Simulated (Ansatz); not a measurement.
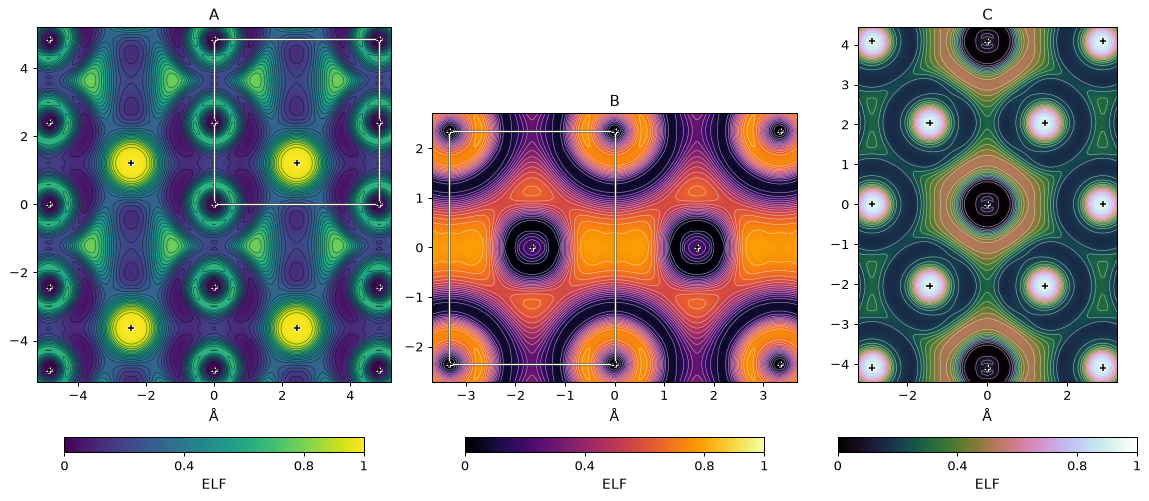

The electron localisation function of 3 systems, each on a plane through atoms (crosses mark nuclei in the plane).

These are results of DFT r2SCAN, scalar-relativistic, plane waves, PAW (Ansatz), not measurements.

System 1: Ti$_{3}$H, the (001) plane of the conventional cell. Space group Pm-3n; started from the A15_223 prototype, which need not be the ambient phase; computed without spin polarisation.

```
Ti H
1.0
     4.85643    0.00000    0.00000
     0.00000    4.85643    0.00000
     0.00000    0.00000    4.85643
Ti H
6 2
Direct
  0.00000 0.50000 0.25000
  0.00000 0.50000 0.75000
  0.25000 0.00000 0.50000
  0.75000 0.00000 0.50000
  0.50000 0.75000 0.00000
  0.50000 0.25000 0.00000
  0.00000 0.00000 0.00000
  0.50000 0.50000 0.50000
```

System 2: ScAl, the (11̄0) plane of the conventional cell. Space group Pm-3m; a structure from a database of computed crystals, not necessarily the ambient phase; computed pressure about 3 GPa in this cell.

System 3: AlCu$_{3}$, the (011) plane of the conventional cell. Space group Fm-3m; a structure from a database of computed crystals, not necessarily the ambient phase; computed without spin polarisation.

Q: Match each panel to its system.

A: Panel A is system 1, Ti$_{3}$H: the plane holds Ti and H. Ti–Ti (2.43 Å): the ELF is about 0.20 at the midpoint: no shared electron pair shows on this line. Panel B is system 2, ScAl: the plane holds Sc and Al. Sc–Al (2.89 Å): the ELF peaks at about 0.60 in the valence shell of Al, 1.1 Å from its nucleus, and is about 0.30 at the midpoint: no shared electron pair shows on this line. Panel C is system 3, AlCu$_{3}$: the plane holds Al and Cu. Al–Cu (2.50 Å): the ELF is about 0.40 at the midpoint.
